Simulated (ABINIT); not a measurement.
# PbS: dielectric calculation (part 3 of 3)

Continued. System: PbS (Pm-3m, 2 atoms in the cell). Method: Kohn-Sham DFT of a periodic cell, PBE, JTH PAW PBE v2.0, no spin polarisation (ABINIT 10.8.3); cutoff 517.02 eV, 6×6×6 k-mesh, fixed occupations. The structure derives from a Materials Project entry.

Geometry of the input (Å; fractional positions):
```
3.6537  0.0000  0.0000
0.0000  3.6537  0.0000
0.0000  0.0000  3.6537
Pb 0.0000  0.0000  0.0000
S  0.5000  0.5000  0.5000
```

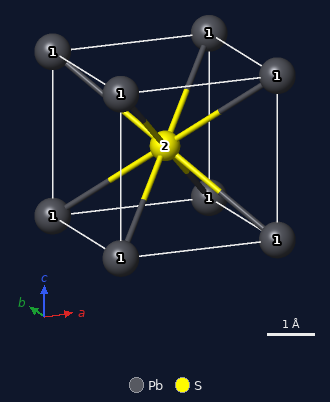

*The structure as given in the input (ball-and-stick view of the cell of the calculation, seen slightly off an axis; atoms are numbered from 1 in the order of the input).*

**File anaddb.abo**
```
.Version 10.8.3 of ANADDB
================================================================================

 -outvars_anaddb: echo values of input variables ----------------------

 Flags :
     dieflag         2
 Miscellaneous information :
         asr         1

================================================================================

 read the DDB information and perform some checks

  ==== Info on the Cryst% object ====
 Real(R)+Recip(G) space primitive vectors, cartesian coordinates (Bohr,Bohr^-1):
 R(1)=  6.9044149  0.0000000  0.0000000  G(1)=  0.1448349  0.0000000  0.0000000
 R(2)=  0.0000000  6.9044149  0.0000000  G(2)=  0.0000000  0.1448349  0.0000000
 R(3)=  0.0000000  0.0000000  6.9044149  G(3)=  0.0000000  0.0000000  0.1448349
 Unit cell volume ucvol=  3.2913998E+02 bohr^3
 Angles (23,13,12)=  9.00000000E+01  9.00000000E+01  9.00000000E+01 degrees
 Time-reversal symmetry is present
 Reduced atomic positions [iatom, xred, symbol]:
    1)    0.0000000  0.0000000  0.0000000  Pb
    2)    0.5000000  0.5000000  0.5000000   S

 DDB file with 3 blocks has been read.

================================================================================

 Dielectric Tensor and Effective Charges

 anaddb : Zero the imaginary part of the Dynamical Matrix at Gamma,
   and impose the ASR on the effective charges

 The violation of the charge neutrality conditions
 by the effective charges is as follows :
    atom        electric field
 displacement     direction
       1               1        0.072266        0.000000
       1               2       -0.000000        0.000000
       1               3       -0.000000        0.000000
       2               1        0.000000        0.000000
       2               2        0.072266        0.000000
       2               3       -0.000000        0.000000
       3               1       -0.000000        0.000000
       3               2        0.000000        0.000000
       3               3        0.072266        0.000000

 Effective charge tensors after
 imposition of the charge neutrality (if requested by user),
 and eventual restriction to some part :
   atom    displacement
         1         1    4.664893E+00    8.173901E-35   -4.495645E-33
         1         2    5.313035E-33    4.664893E+00    8.173901E-35
         1         3   -1.226085E-33    5.313035E-33    4.664893E+00
         2         1   -4.664893E+00   -8.173901E-35    4.495645E-33
         2         2   -5.313035E-33   -4.664893E+00   -8.173901E-35
         2         3    1.226085E-33   -5.313035E-33   -4.664893E+00
 Now, the imaginary part of the dynamical matrix is zeroed

================================================================================

 anaddb : the run completed successfully.
```
